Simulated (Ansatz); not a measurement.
**Two runs on NbC**

System: NbC (Fm-3m, 2 atoms in the cell).
Method of the first run: DFT, LDA, PAW with Ansatz's default frozen-core files, scalar-relativistic; relaxation of cell and atoms, no spin polarisation (Ansatz 0.2.0).

The structure derives from an entry of the Crystallography Open Database. Text and figures count atoms from 1; the logs count them from 0 in places.

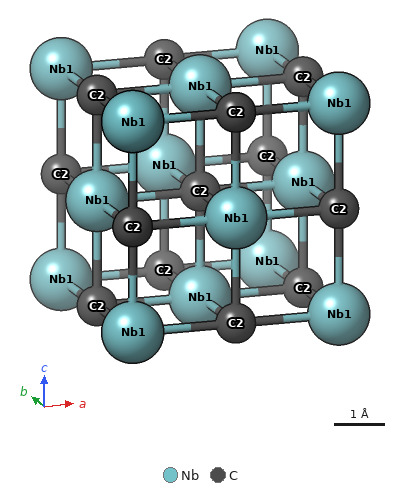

**Figure 1.** The input geometry (ball-and-stick view of the cell 4 times as large as that of the calculation, set on its symmetry axes, seen slightly off an axis; atoms are numbered from 1 in the order of the input).

**Input file, the first run**
```yaml
crystal:
  lattice:
    - [0.0, 2.21371034469, 2.21371034469]
    - [2.21371034469, 0.0, 2.21371034469]
    - [2.21371034469, 2.21371034469, 0.0]
  atoms:
    - { symbol: Nb, position: [0.0, 0.0, 0.0] }
    - { symbol: C, position: [0.5, 0.5, 0.5] }
kpoints:
  mp_grid: { grid: [18, 18, 18] }
scf:
  occupations: { method: fermi_dirac, width: 0.1 }
hamiltonian:
  xc: lda
  pseudopotentials: { kind: paw }
relax:
  f_tol: 0.002
  max_steps: 80
  cell: { p_target: 30 }
output:
  forces: true
  stress: true
```

Launched with:
```bash
ansatz run input.yaml --threads 1 --pin off --max-ram 2560MiB --backend cpu --events-out ev --progress --plain --runs-dir out
```

Hardware: 1 thread of AMD EPYC (Zen 5), 16 GiB of memory available, shared host.

**Output, shortened to warnings, some set-up lines, iterations and results (the first run)**
```
Basis set: ecut = 420 eV, 411 PW (Γ)
Symmetry: 48 space group operations
k-points: 195 of 5832
Initial density: superposition of atomic densities (neutral atoms: chi_scale 0, normalization atom), corrected by the library's trained network
[...]
SCF iter   1: F=—  HF=-4686.851364 eV  |F-HF|=—  |Δ(HF+E_count)|=         —  Δρ=5.95e-3  dr2=2.15e-3  ethr=1.77e-3  ⟨swp⟩=5.1  Hψ=30066  notcnv=0  defer=43
SCF iter   2: F=—  HF=-4686.850982 eV  |F-HF|=—  |Δ(HF+E_count)|=   3.83e-4  Δρ=3.43e-3  dr2=9.00e-4  ethr=1.27e-5  ⟨swp⟩=1.4  Hψ=5098  notcnv=0  defer=45
SCF iter   3: F=—  HF=-4686.850822 eV  |F-HF|=—  |Δ(HF+E_count)|=   1.60e-4  Δρ=3.96e-4  dr2=2.58e-5  ethr=5.29e-6  ⟨swp⟩=2.0  Hψ=4248  notcnv=0  defer=45
SCF iter   4: F=—  HF=-4686.850817 eV  |F-HF|=—  |Δ(HF+E_count)|=   4.75e-6  Δρ=1.57e-4  dr2=3.92e-6  ethr=1.51e-7  ⟨swp⟩=2.8  Hψ=4909  notcnv=0  defer=45
SCF iter   5: F=-4686.850815 eV  HF=-4686.850815 eV  |F-HF|=6.44e-8  |Δ(HF+E_count)|=   1.60e-6  Δρ=2.86e-5  dr2=8.93e-8  ethr=2.30e-8  ⟨swp⟩=2.5  Hψ=4514  notcnv=0  defer=45
[... 47 lines ...]
SCF iter   5: F=-4686.710177 eV  HF=-4686.710177 eV  |F-HF|=0.00e0  |Δ(HF+E_count)|=  9.09e-13  Δρ=3.65e-9  dr2=1.25e-15  ethr=1.00e-12  ⟨swp⟩=1.0  Hψ=3315  notcnv=0
SCF iter   6: F=-4686.710177 eV  HF=-4686.710177 eV  |F-HF|=9.09e-13  |Δ(HF+E_count)|=  2.73e-12  Δρ=1.00e-9  dr2=2.20e-16  ethr=1.00e-12  ⟨swp⟩=1.0  Hψ=3315  notcnv=0
SCF iter   7: F=-4686.710177 eV  HF=-4686.710177 eV  |F-HF|=9.09e-13  |Δ(HF+E_count)|=  2.73e-12  Δρ=2.05e-10  dr2=7.81e-18  ethr=1.00e-12  ⟨swp⟩=1.6  Hψ=7767  notcnv=0
SCF 7 converged in 7 iterations: F = -4686.710177 eV  dr2 = 7.81e-18
relax step   7: F+E_penalty+E_count = -4686.71017729 eV  Δ(F+E_penalty+E_count) = +2.001e-5 eV  max|allowed force component| = 1.512e-30 eV/Å  Δτ_max = 0.0000 Å  P = +30.001 …
basis re-selected at this cell: Δ(F+E_penalty+E_count) = +2.001e-5 eV, ΔP = -0.000 GPa vs the last step (what re-selecting the basis moved, of the pressure what is left beyond the Pulay correction that the steps carried, after the strain that the cell walked since its last selection, with what the …
SCF converged after 7 iterations
Free energy (F): -4686.710177 eV
Harris-Foulkes:  -4686.710177 eV  (|F-HF|=9.09e-13)
Internal energy: -4686.687793 eV  (E = F + TS)
E sigma→0 (E₀):  -4686.698985 eV
Entropy (-TS):   -0.022384 eV (-11.192 meV/atom)
Fermi energy:    20.813468 eV
--- Per-component energies (eV) ---
  E_band       = 0.718708
  E_kinetic    = 494.344572
  E_local      = -641.030603  (includes V_loc(G=0)·N_el)
  E_nonlocal   = 150.334194
  E_hartree    = 196.288619
  E_xc         = -226.662172
  E_vxc        = -277.847394  (∫ρ·V_xc dr)
  E_paw        = -3056.263353  (= ΣΔE_a)
  E_vpaw       = -117.659312  (= ΣTr[D̂ρ^β])
  E_aug_tail   = 0.000012  (compensation charges beyond the density's cutoff)
  E_ewald      = -1604.187589
  E_core_change = 0.488527  (= ΣΔE_core)
  E_smearing   = -0.022384  (= −TS)
  E_closure    = 0.000000  (closes the sum)
  Σ components = -4686.710177   (vs F -4686.710177, Δ=0.00e0)
--- Forces (eV/Å), atoms counted from 1 ---
  atom   1  Nb    -0.00000000     0.00000000    -0.00000000
  atom   2  C      0.00000000    -0.00000000    -0.00000000
  max |Σ_I F_I| component: 2.10e-30 eV/Å
--- Stress (GPa, compression-positive) ---
       30.001098      -0.000000      -0.000000
       -0.000000      30.001098      -0.000000
       -0.000000      -0.000000      30.001098
  P = ⅓ Tr σ = 30.0011 GPa (300.011 kbar)
--- Relaxed structure (5 steps of the walk, 5 accepted, 2 SCFs on fresh bases) ---
  F+E_penalty+E_count = -4686.71017729 eV   max|allowed force component| = 1.512e-30 eV/Å   (the final SCF, on the basis selected at the relaxed cell)
  cell:  # Å, volume = 20.0924 Å³
    - [-1.9235029387524338e-33, 2.157745724514988, 2.157745724514988]
    - [2.157745724514988, -1.4712886781642529e-33, 2.157745724514988]
    - [2.157745724514988, 2.157745724514988, -6.305522890708293e-34]
  atoms:
    - { symbol: Nb, position: [-7.703132777433948e-36, 1.495314009737347e-35, 1.3140638267389977e-35] }
    - { symbol: C, position: [0.5, 0.5, 0.5] }
```

The input of the second run differs as follows (lines with − go, lines with + come):
```diff
-  occupations: { method: fermi_dirac, width: 0.1 }
+  occupations: { method: cold, width: 0.025 }
-  xc: lda
+  xc: rpbe
```

How does the second run compare with the first run?

The total energies belong to different methods, so their difference says nothing on which is more stable or more accurate. The volume per atom goes from 10.05 to 10.47 Å³. The functional changes from LDA to RPBE. The SCF takes 22 iterations over all geometry steps against 43. On the same kind of shared host the second run took about 0.51 times as long.

**Output, shortened to warnings, some set-up lines, iterations and results (the second run)**
```
Basis set: ecut = 420 eV, 411 PW (Γ), exchange–correlation on 48×48×48 points (8 copies of the dense FFT grid, shifted against one another)
Symmetry: 48 space group operations
k-points: 195 of 5832
Initial density: superposition of atomic densities (neutral atoms: chi_scale 0, normalization atom), corrected by the library's trained network
[...]
SCF iter   1: F=—  HF=-4812.388107 eV  |F-HF|=—  |Δ(HF+E_count)|=         —  Δρ=2.85e-3  dr2=7.07e-4  ethr=1.77e-3  ⟨swp⟩=5.6  Hψ=13664  notcnv=0
SCF iter   2: F=—  HF=-4812.388121 eV  |F-HF|=—  |Δ(HF+E_count)|=   1.39e-5  S|Δr|=    0.00e0  Δρ=1.43e-3  dr2=1.95e-4  ethr=4.16e-6  ⟨swp⟩=2.5  Hψ=5292  notcnv=0  defer=24
SCF iter   3: F=—  HF=-4812.388193 eV  |F-HF|=—  |Δ(HF+E_count)|=   7.24e-5  S|Δr|=    0.00e0  Δρ=1.73e-4  dr2=4.81e-6  ethr=1.15e-6  ⟨swp⟩=2.1  Hψ=3194  notcnv=0  defer=24
SCF iter   4: F=—  HF=-4812.388191 eV  |F-HF|=—  |Δ(HF+E_count)|=   1.68e-6  S|Δr|=    0.00e0  Δρ=3.24e-5  dr2=1.15e-7  ethr=2.83e-8  ⟨swp⟩=2.0  Hψ=3903  notcnv=0  defer=24
SCF iter   5: F=-4812.388191 eV  HF=-4812.388191 eV  |F-HF|=1.28e-9  |Δ(HF+E_count)|=  4.51e-10  S|Δr|=    0.00e0  Δρ=4.36e-6  dr2=1.46e-9  ethr=5.88e-10  ⟨swp⟩=4.0  Hψ=7595  …
[... 22 lines ...]
SCF iter   2: F=—  HF=-4812.280667 eV  |F-HF|=—  |Δ(HF+E_count)|=   9.40e-7  S|Δr|=    0.00e0  Δρ=6.55e-5  dr2=1.20e-7  ethr=3.52e-9  ⟨swp⟩=2.0  Hψ=3706  notcnv=0
SCF iter   3: F=—  HF=-4812.280668 eV  |F-HF|=—  |Δ(HF+E_count)|=   2.55e-7  S|Δr|=    0.00e0  Δρ=6.21e-6  dr2=1.26e-9  ethr=7.06e-10  ⟨swp⟩=2.5  Hψ=3837  notcnv=0
SCF iter   4: F=-4812.280668 eV  HF=-4812.280668 eV  |F-HF|=7.28e-12  |Δ(HF+E_count)|=   3.29e-9  S|Δr|=    0.00e0  Δρ=4.54e-7  dr2=1.67e-11  ethr=1.00e-12  ⟨swp⟩=4.1  …
SCF 5 converged in 4 iterations: F = -4812.280668 eV  dr2 = 1.67e-11
relax step   5: F+E_penalty+E_count = -4812.28066762 eV  Δ(F+E_penalty+E_count) = +9.873e-4 eV  max|allowed force component| = 1.693e-30 eV/Å  Δτ_max = 0.0000 Å  P = +29.953 …
basis re-selected at this cell: Δ(F+E_penalty+E_count) = +9.873e-4 eV, ΔP = -0.047 GPa vs the last step (what re-selecting the basis moved, of the pressure what is left beyond the Pulay correction that the steps carried, after the strain that the cell walked since its last selection, with what the …
SCF converged after 4 iterations
Stability not checked: this state was not tested for a lower state beside it, because cold or Methfessel-Paxton smearing, or corrected tetrahedra, fill the levels in a way that the test cannot read (fill_not_monotonic; see scf.lower_state_search)
Free energy (F): -4812.280668 eV
Harris-Foulkes:  -4812.280668 eV  (|F-HF|=7.28e-12)
Internal energy: -4812.280599 eV  (E = F + TS)
E sigma→0 (E₀):  -4812.280645 eV
Entropy (-TS):   -0.000068 eV (-0.034 meV/atom)
Fermi energy:    20.263357 eV
--- Per-component energies (eV) ---
  E_band       = -9.603854
  E_kinetic    = 490.135700
  E_local      = -659.143203  (includes V_loc(G=0)·N_el)
  E_nonlocal   = 142.788803
  E_hartree    = 202.761210
  E_xc         = -227.257346
  E_vxc        = -277.113662  (∫ρ·V_xc dr)
  E_paw        = -3179.456263  (= ΣΔE_a)
  E_vpaw       = -111.793839  (= ΣTr[D̂ρ^β])
  E_aug_tail   = 0.000010  (compensation charges beyond the density's cutoff)
  E_ewald      = -1582.008768
  E_core_change = -0.100743  (= ΣΔE_core)
  E_smearing   = -0.000068  (= −TS)
  E_closure    = -0.000000  (closes the sum)
  Σ components = -4812.280668   (vs F -4812.280668, Δ=0.00e0)
--- Forces (eV/Å), atoms counted from 1 ---
  atom   1  Nb    -0.00000000     0.00000000     0.00000000
  atom   2  C      0.00000000    -0.00000000    -0.00000000
  max |Σ_I F_I| component: 2.01e-30 eV/Å
--- Stress (GPa, compression-positive) ---
       29.953085      -0.000000      -0.000000
       -0.000000      29.953085      -0.000000
       -0.000000      -0.000000      29.953085
  P = ⅓ Tr σ = 29.9531 GPa (299.531 kbar)
--- Relaxed structure (4 steps of the walk, 4 accepted, 1 SCFs on fresh bases) ---
  F+E_penalty+E_count = -4812.28066762 eV   max|allowed force component| = 1.693e-30 eV/Å   (the final SCF, on the basis selected at the relaxed cell)
  cell:  # Å, volume = 20.9493 Å³
    - [-1.9362413722709153e-33, 2.1879960356732413, 2.1879960356732413]
    - [2.1879960356732413, -1.7833802138075491e-34, 2.1879960356732413]
[...]
```

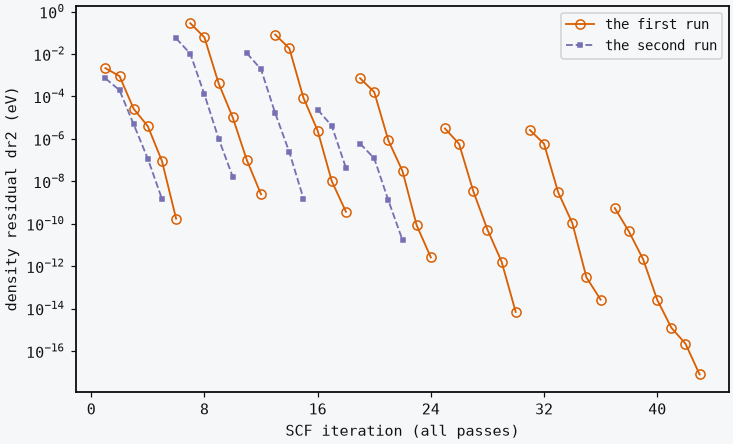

**Figure 2.** Convergence of the two runs: density residual dr2 against the SCF iteration. A break in a curve parts two SCF passes. The first run takes 43 iterations in all, and the second run takes 22.

**The two runs side by side**

| quantity | the first run | the second run |
| --- | --- | --- |
| outcome | converged | converged |
| free energy per atom (eV) | −2343.3551 | −2406.1403 |
| energy per atom, smearing taken to zero (eV) | −2343.3495 | −2406.1403 |
| pressure (GPa) | 30.00 | 29.95 |
| volume per atom (Å³) | 10.05 | 10.47 |
| largest force (eV/Å) | 0.000 | 0.000 |
| SCF iterations | 43 | 22 |
| irreducible k-points | 195 | 195 |
| wall time (shared host) | 8.3 s | 4.3 s |

For both runs: The cell was relaxed to the target pressure of the input; what is minimised is then the enthalpy E + pV.
